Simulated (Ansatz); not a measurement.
Zr

```xyz
2
Lattice="-1.8204 2.2155 1.6226 2.2155 -1.8204 1.6226 3.6726 3.6726 -0.8990" Properties=species:S:1:pos:R:3 pbc="T T T"
Zr    2.2781    3.6258    0.9483
Zr    1.7860    0.4454    1.3978
```

Space group P6₃/mmc; set up as Zr, beta-Sn type; a generated structure, not necessarily the stable one; changed on purpose from its base cell (volume × 1.04); computed pressure about −3 GPa in this cell.

Theory: Ansatz 0.2.0, DFT, revPBE, plane waves (420 eV) with PAW, scalar-relativistic.

Question: What can the converged valence pseudo-density and electron localisation function tell about the bonding?

Answer: Zr–Zr (3.29 Å): ρ is about 0.16 e/Å³ halfway; the ELF is about 0.25 at the midpoint (no localised pair shows between them).
The ELF has a maximum of about 0.70 in the space between the atoms, on no atom or two-centre bond.

Question: Does the calculation make it a metal, or give it a gap?

Answer: It is metallic or semimetallic at this level of theory: no gap opens.

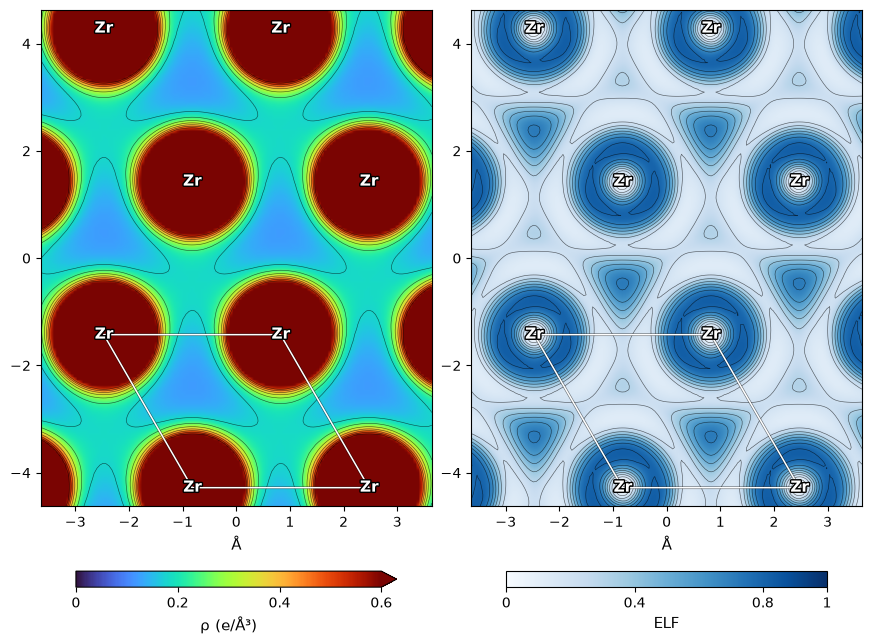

Computed valence pseudo-density and electron localisation function on the (001) plane of the conventional cell, in this order. 
